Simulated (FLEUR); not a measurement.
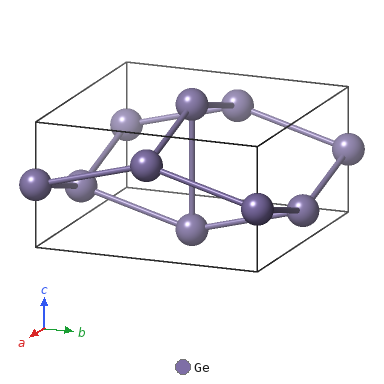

System: Ge, space group I4_1/amd (No. 141). The picture shows the conventional cell.

Starting cell:
```yaml
crystal:
  lattice:
    - [-2.57449, 2.57449, 1.39741]
    - [2.57449, -2.57449, 1.39741]
    - [2.57449, 2.57449, -1.39741]
  atoms:
    - { symbol: Ge, position: [0.50000, 0.50000, 0.00000] }
    - { symbol: Ge, position: [0.25000, 0.75000, 0.50000] }
```

Calculation (FLEUR MaX-R8.1 (later development tree)): all-electron LAPW DFT, no spin polarisation; energies at scaled volumes of the given cell, shape and fractions fixed, counted from the fit's minimum, third-order Birch-Murnaghan fit. Level: PBEsol.

k mesh 11×11×11; occupations Fermi–Dirac; smearing width 0.05 eV; potentials all electron; program settings basis FLAPW, kmax 4.34 1/bohr.

What does the calculation give for the energy against volume? The volume takes the values 17.41, 17.78, 18.15, 18.52, 18.89, 19.27, 19.64 Å³/atom.

A third-order Birch–Murnaghan fit gives V0 = 18.39 Å³/atom, B0 = 78.5 GPa and B′ = 4.3. The energy is 13.92 meV/atom at volume 17.41 Å³/atom and 18.51 meV/atom at 19.64 Å³/atom; the lowest computed point is at volume 18.52 Å³/atom (0.26 meV/atom).

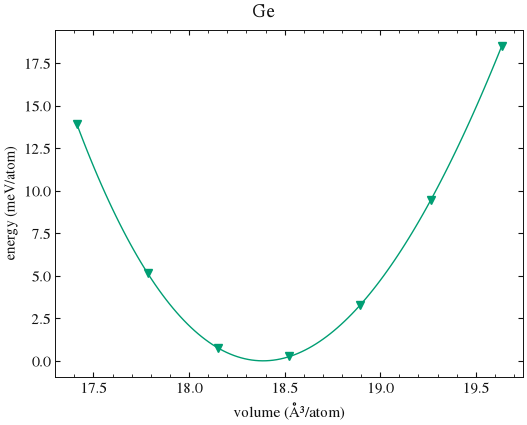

Caveats: shape and atomic fractions are frozen while scaling, which makes layered, chain and framework solids too stiff.
